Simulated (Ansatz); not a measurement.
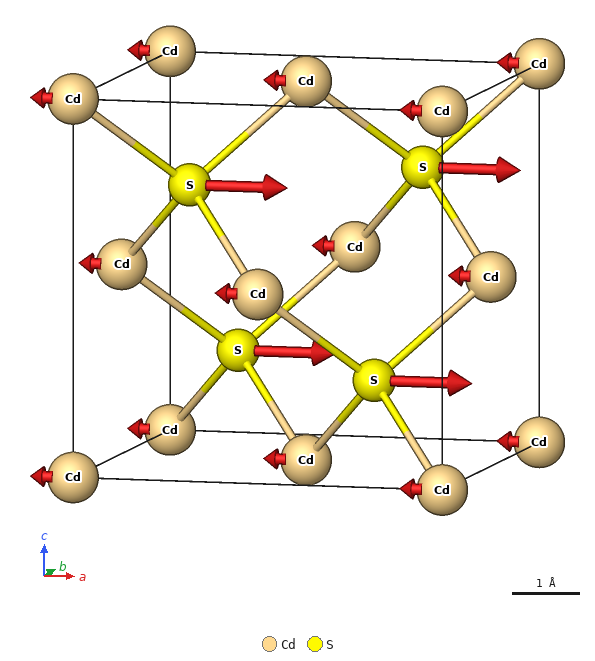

One vibrational mode of crystalline CdS at the zone centre. Displacements are drawn as red arrows; their common scale and sign are arbitrary. Style: ball-and-stick. Shown: the conventional cell (4 times the calculation's cell), slightly off an axis. Lengths and directions refer to the drawn axes.

Theory: DFT LDA, scalar-relativistic, plane waves, PAW (Ansatz).

Input file:
```yaml
crystal:
  lattice:
    - [0.0, 2.8782537451, 2.8782537451]
    - [2.8782537451, 0.0, 2.8782537451]
    - [2.8782537451, 2.8782537451, 0.0]
  atoms:
    - { symbol: Cd, position: [0.0, 0.0, 0.0] }
    - { symbol: S, position: [0.25, 0.25, 0.25] }
basis:
  ecutwfc: 420
kpoints:
  mp_grid: { grid: [8, 8, 8] }
hamiltonian:
  xc: lda
scf:
  occupations: { method: fixed }
output:
  eigenvalues: true
phonons:
  method: dfpt
  dielectric: true
  rigid_motions: translations
  raman: true
  eigenvectors: true
```

Launched with:
```bash
ansatz run input.yaml --threads 1 --pin off --max-ram 3072MiB --backend cpu --events-out ev --progress --plain --runs-dir out
```

Frequencies are those without the non-analytic (LO–TO) term.

Describe the mode and give its frequency.

This is the T₂ mode (triply degenerate; one member of the set is drawn) at 244 cm⁻¹, the only optical level, infrared- and Raman-active by symmetry. The S sublattice moves against the Cd sublattice, along a; the kinetic energy is shared as S 78 %, Cd 22 %. Its infrared intensity is 13 (D/Å)²/amu for the set. The value is the transverse one; the longitudinal partner lies at 297 cm⁻¹.
